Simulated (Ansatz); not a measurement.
System: Ga, space group Fd-3m (No. 227) (one of a set of cubic test structures, which need not be the stable phase).

Computed with Ansatz 0.2.0 development build: equation of state of a cubic crystal from periodic Kohn-Sham density functional theory without spin, third-order Birch-Murnaghan fit to the free energies; pressure corrected for the finite basis. Level: r2SCAN.

```tsv
setting	value
structure type	diamond
atoms in cell	2
space group number	227
lattice centring	face-centred primitive
k mesh	10×10×10
occupation method	Fermi–Dirac
occupation width	0.1 eV
wave cutoff	500 eV
datasets	soft-1 PAW
density tolerance	1e-07 eV
bands	17
density cutoff ratio	4
search for lower states	default
```

What does the calculation give for the energy above the lowest point and pressure against volume? The volume takes the values 23.40, 24.16, 24.92, 25.69, 26.45 Å³/atom.

A third-order Birch–Murnaghan fit gives V0 = 24.11 Å³/atom, B0 = 43.9 GPa and B′ = 4.6. The energy above the lowest point is 3.0 meV/atom at volume 23.40 Å³/atom and 26.1 meV/atom at 26.45 Å³/atom; the lowest computed point is at volume 24.16 Å³/atom (0.0 meV/atom). The pressure falls from 1.410 GPa at volume 23.40 Å³/atom to −3.277 GPa at 26.45 Å³/atom, and changes sign near 24.11 Å³/atom.

```tsv
volume (Å³/atom)	energy above the lowest point (meV/atom)	pressure (GPa)
23.40	3.0	1.410
24.16	0.0	-0.090
24.92	3.5	-1.346
25.69	12.5	-2.402
26.45	26.1	-3.277
```

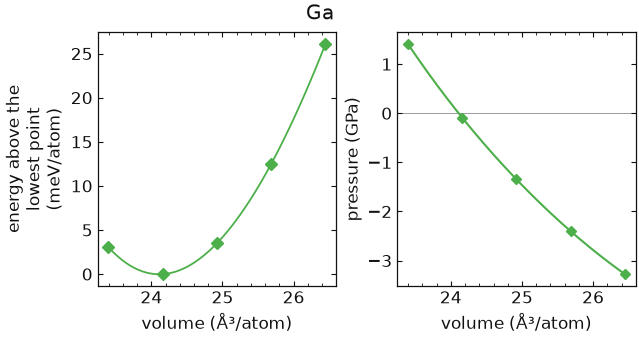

Note: cubic model structure, not the ambient form.
